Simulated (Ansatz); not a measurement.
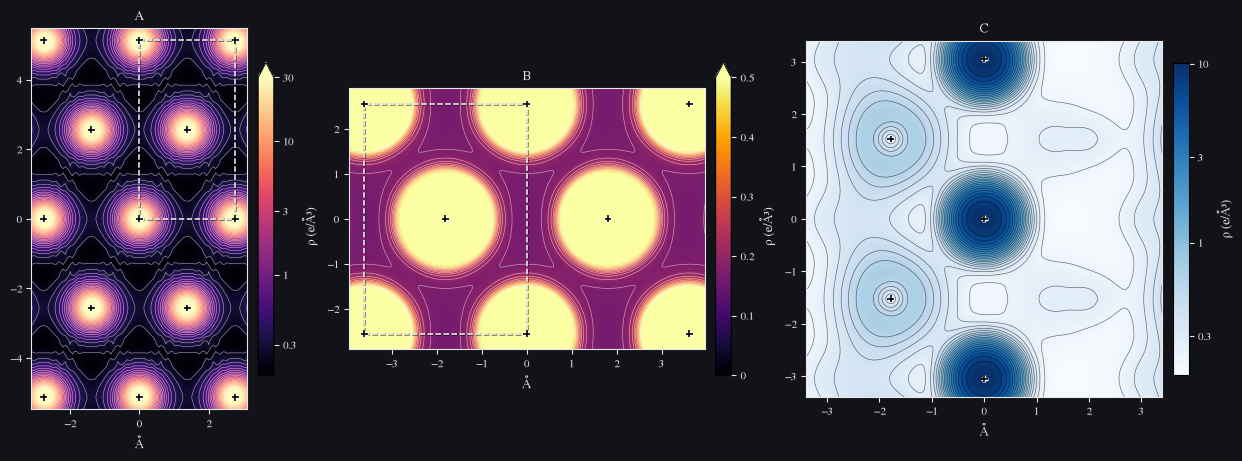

The valence electron density of 3 systems, each on a plane through atoms (crosses mark nuclei in the plane).

The calculation used Ansatz 0.2.0, Kohn-Sham DFT of a periodic cell, r2SCAN, Ansatz PAW.

System 1: TiB, the (001) plane of the conventional cell. Space group Pnma.

```yaml
crystal:
  lattice:
    - [6.10073, 0.00000, 0.00000]
    - [0.00000, 3.04866, 0.00000]
    - [0.00000, 0.00000, 4.55701]
  atoms:
    - { symbol: Ti, position: [0.67758, 0.25000, 0.37733] }
    - { symbol: Ti, position: [0.32242, 0.75000, 0.62267] }
    - { symbol: Ti, position: [0.82242, 0.75000, 0.87733] }
    - { symbol: Ti, position: [0.17758, 0.25000, 0.12267] }
    - { symbol: B, position: [0.53012, 0.25000, 0.90062] }
    - { symbol: B, position: [0.46988, 0.75000, 0.09938] }
    - { symbol: B, position: [0.96988, 0.75000, 0.40062] }
    - { symbol: B, position: [0.03012, 0.25000, 0.59938] }
```

System 2: Ge, the (001) plane of the conventional cell. Space group Cmmm; a structure from a database of computed crystals, not necessarily the ambient phase.

System 3: Hf, the (011̄) plane of the conventional cell. Space group Im-3m; computed pressure about −5 GPa in this cell.

**Match each panel to its system.**

Panel A is system 2, Ge: the plane holds Ge. Ge–Ge (2.76 Å): ρ at the midpoint is about 0.28 e/Å³. Panel B is system 3, Hf: the plane holds Hf. Hf–Hf (3.13 Å): ρ is about 0.18 e/Å³ halfway. Panel C is system 1, TiB: the plane holds Ti and B. Ti–B (2.35 Å): the density is about 0.35 e/Å³ at the midpoint.
